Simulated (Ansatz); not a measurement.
# ZnAu: what the electrons do

Space group Pm-3m; the calculation finds a residual pressure of about 5 GPa at this fixed cell.

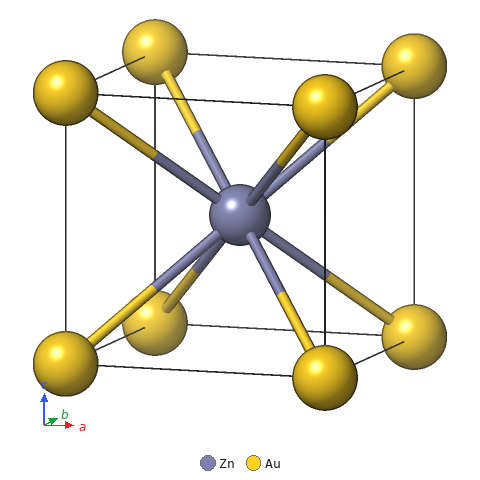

The conventional cell.

```
Zn Au
1.0
     3.14700    0.00000    0.00000
     0.00000    3.14700    0.00000
     0.00000    0.00000    3.14700
Zn Au
1 1
Direct
  0.50000 0.50000 0.50000
  0.00000 0.00000 0.00000
```

Level of theory: Ansatz, DFT PBE, scalar-relativistic, plane waves, PAW.

Core electrons are frozen (PAW), so the maps are meaningful between the atoms, not at the nuclei.

### 1. Bonding charge

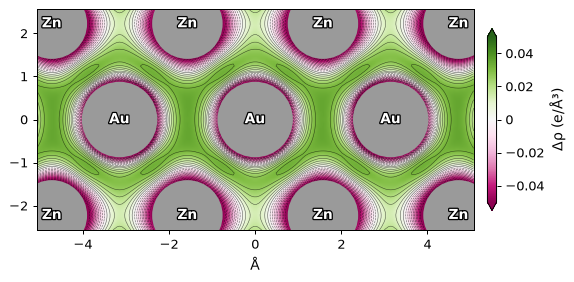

Density of the crystal less the sum of free-atom densities: a map on the (011) plane of the conventional cell, with grey discs over the atomic cores. Cores are masked to 0.8 Å (Zn) and 0.9 Å (Au).

Describe the bonding charge.

Au–Zn (2.73 Å): Δρ is +0.03 e/Å³ at the midpoint.
- Au–Au (3.15 Å): Δρ is +0.03 e/Å³ at the midpoint.
- Over the whole cell, outside the masked cores, the largest gain, 0.04 e/Å³, lies 1.6 Å from a gold nucleus and 2.0 Å from a zinc one, and the largest loss lies at the edge of the masked cores of Zn and Au.
- The rearranged charge, half the integral of |Δρ|, is about 0.23 e an atom.

### 2. Moving an atom

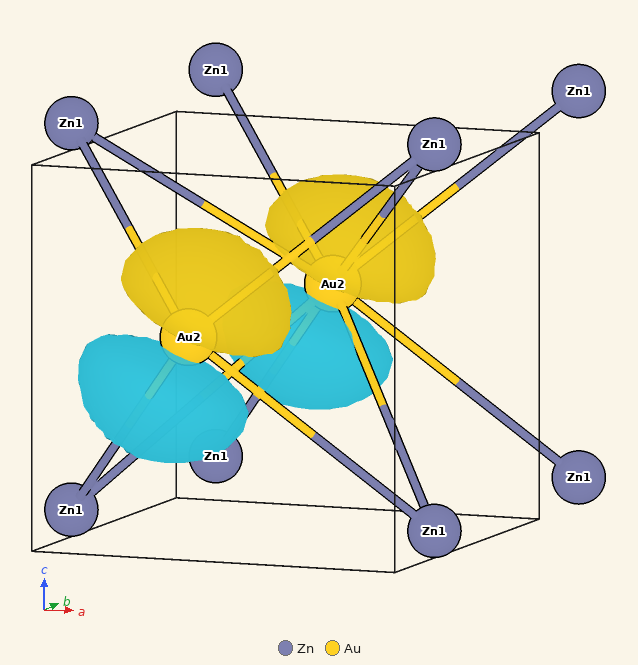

ZnAu: one atom of the 2-atom cell (and its periodic copies) was moved a little. Density after less density before, yellow at +0.8 and cyan at −0.8 e/Å³, seen slightly off an axis; cell a = 3.15 Å, b = 3.15 Å, c = 3.15 Å, α = 90.00°, β = 90.00°, γ = 90.00°. The lobes lie largely inside the PAW sphere, where the density is a smoothed one.

Find the displaced atom and its direction.

Au2 moved towards the yellow lobe, up and to the right in the picture. In the run the shift was 0.15 Å roughly along [1 0 2] in the axes of the cell drawn.

What restoring force does the calculation give for this move?

The force on it changes by 0.58 eV/Å along the move, against it: a stiffness of about 3.9 eV/Å² for this sublattice shift.

### 3. Change of volume

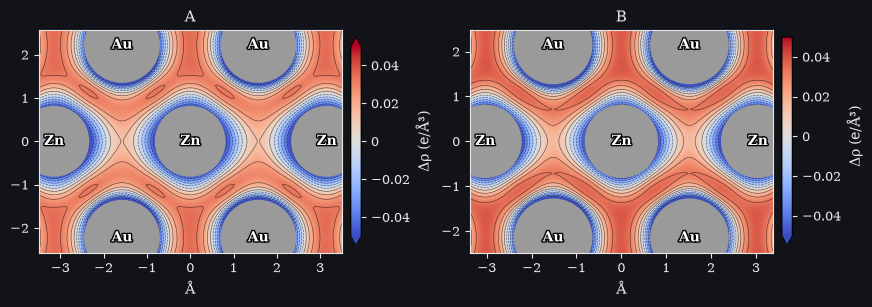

ZnAu: deformation density on the (110) plane of the conventional cell at two volumes, with the same fractional coordinates and one colour scale. Grey discs cover the cores. Panel B has 90 % of the volume of panel A.

How do bonds, bonding charge and pressure respond to this change of volume?

From A to B, Au–Zn goes from 2.73 to 2.63 Å, and Δρ at its midpoint from +0.03 to +0.04 e/Å³. From A to B, Au–Au goes from 3.15 to 3.04 Å, and Δρ at its midpoint from +0.03 to +0.04 e/Å³. The pressure is 5 GPa in A and 25 GPa in B. The rearranged charge is 0.23 e an atom in A and 0.23 e in B.

### 4. Taking out a sublattice

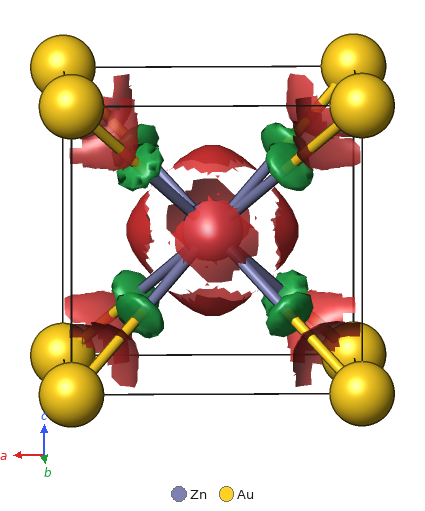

Density of the crystal less the densities of its Zn sublattice and of the rest (Au), each computed alone with the atoms in place (the rest without spin, the Zn sublattice without): green surfaces at +0.03 and red ones at −0.03 e/Å³, in the conventional cell seen at an oblique angle (the regions close to the nuclei are left out). Cores are masked to 0.8 Å (Zn) and 0.9 Å (Au).

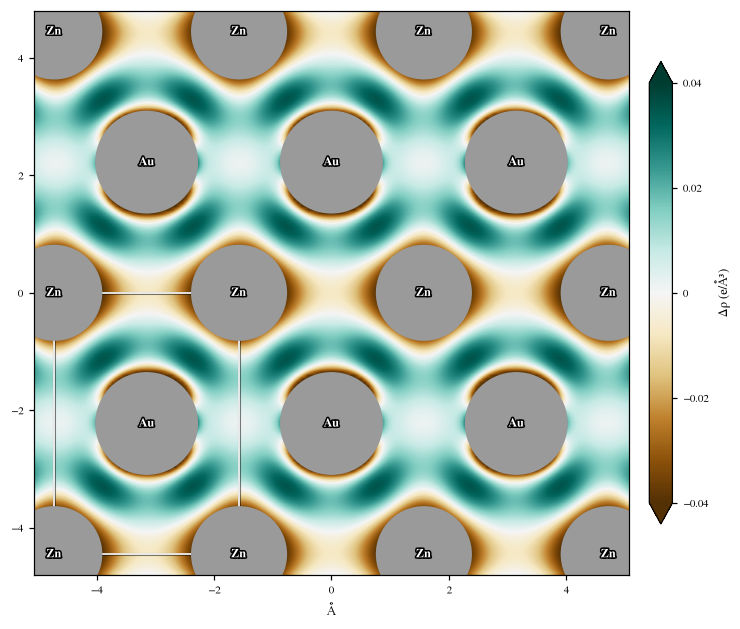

Also shown: a map on the (110) plane of the conventional cell, with grey discs over the atomic cores.

Which way does charge flow, and where does it go?

Over the whole cell, outside the masked cores, the largest gain, 0.03 e/Å³, lies 1.3 Å from a gold nucleus and 1.4 Å from a zinc one, and the largest loss lies at the edge of the masked cores of Zn and Au. About 0.3 e is rearranged for each Zn atom. By Bader's partition Zn carries +0.58 e, so it gives electrons to the rest. Among metals such charges hang on how the charge between the atoms is shared out.

What is E(crystal) − E(Zn sublattice) − E(rest) for each Zn atom?

E(crystal) − E(Zn sublattice) − E(rest) is −1.9 eV for each Zn atom (negative: bound). The references are the frozen sublattices, not the elements, so this isn't a formation energy. A moment in a sublattice run without spin would make it less negative.

### 5. Putting it together

The two pressures give a mean stiffness −ΔP/Δln V of about 189 GPa over this range, with the atoms held at their fractional positions.
